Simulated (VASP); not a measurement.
**MgS: density, localisation and related maps**

```
Mg S
1.0
     0.00000    2.60165   -2.60165
     5.20330    0.00000    0.00000
     0.00000   -2.60165   -2.60165
Mg S
2 2
Direct
  0.50000 0.50000 0.58493
  0.00000 0.00000 0.08493
  0.50000 0.00000 0.50000
  0.00000 0.50000 0.00000
```

Space group Imm2; changed on purpose from its base cell (all Mg atoms moved +0.312 Å, as atom 1 towards its neighbour atom 1 (Mg) at 3.679 A); not relaxed (largest force 1.0 eV/Å); computed pressure about 4 GPa in this cell.

Level of theory: Kohn-Sham DFT of a periodic cell, PBE, VASP PAW PBE potentials, recommended (VASP).

Core electrons are frozen (PAW), and the valence fields are smoothed inside the atomic spheres.

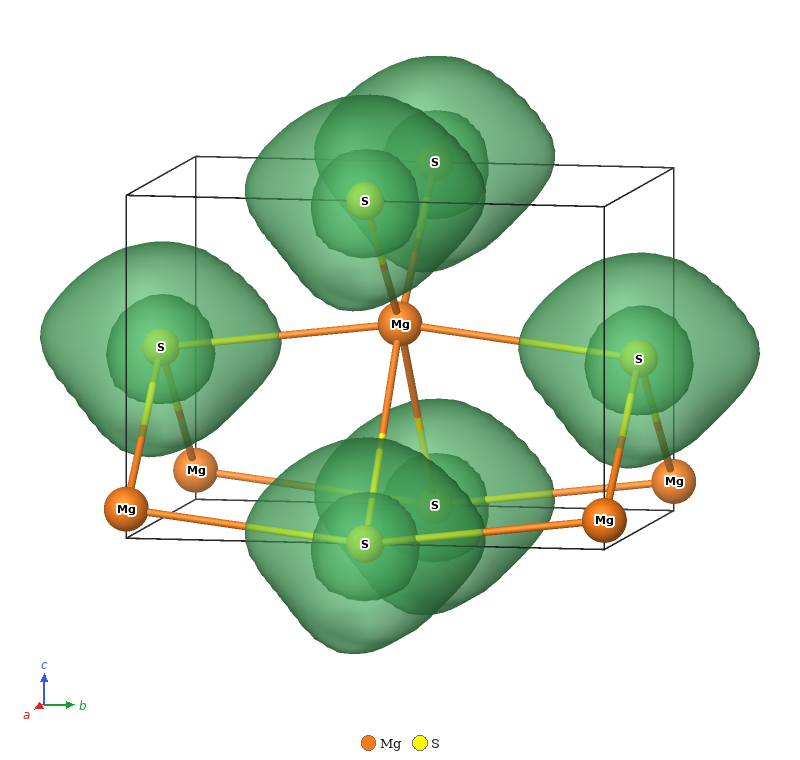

Figure 1. Isosurface of the electron localisation function at 0.8 (green), seen slightly off an axis. Only the valence region is drawn (cores and ρ < 0.01 e/Å³ removed). Sticks mark near contacts.

Describe the localisation domains.

Answer. At this value the surface marks out two regions wrapped around S (the valence shell of each), counted in one cell of 4 atoms. Any copies at cell faces, edges or corners count once. Profiles from the grid: Mg–S (2.39 Å): the ELF peaks at about 0.90 in the valence shell of S, 0.9 Å from its nucleus, and falls to about 0.55 next to Mg (a closed-shell, largely ionic contact). Mg–S (2.62 Å): the ELF peaks at about 0.90 in the valence shell of S, 0.9 Å from its nucleus, and falls to about 0.30 next to Mg: a largely ionic contact.

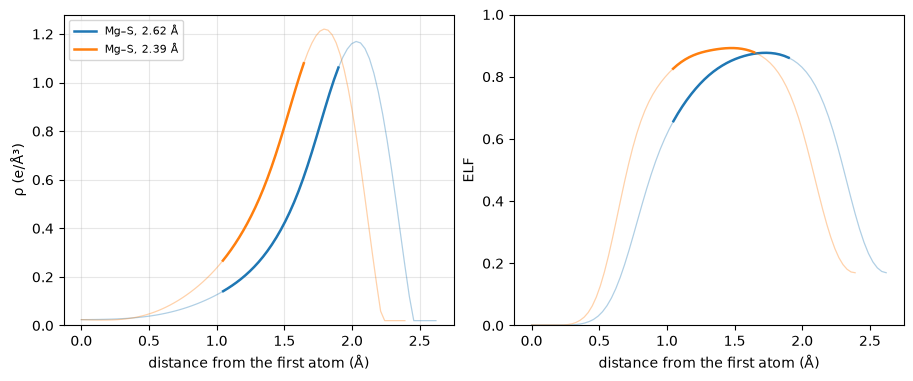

Figure 2. Valence electron density and ELF along straight lines between neighbouring atoms. Thin, pale parts lie inside the atomic spheres.

What kind of bonding do the profiles show?

Answer. Mg–S (2.62 Å): ρ at the midpoint is about 0.26 e/Å³; the ELF peaks at about 0.90 in the valence shell of S, 0.9 Å from its nucleus, and falls to about 0.30 next to Mg (a closed-shell, largely ionic contact).
Mg–S (2.39 Å): ρ is about 0.39 e/Å³ halfway; the ELF peaks at about 0.90 in the valence shell of S, 0.9 Å from its nucleus, and falls to about 0.55 next to Mg (a largely ionic contact).

Does the calculation give a band gap?

Answer. It is gapped, with a Kohn–Sham gap of 2.8 eV on the k-point mesh, an upper bound to the gap of this method.
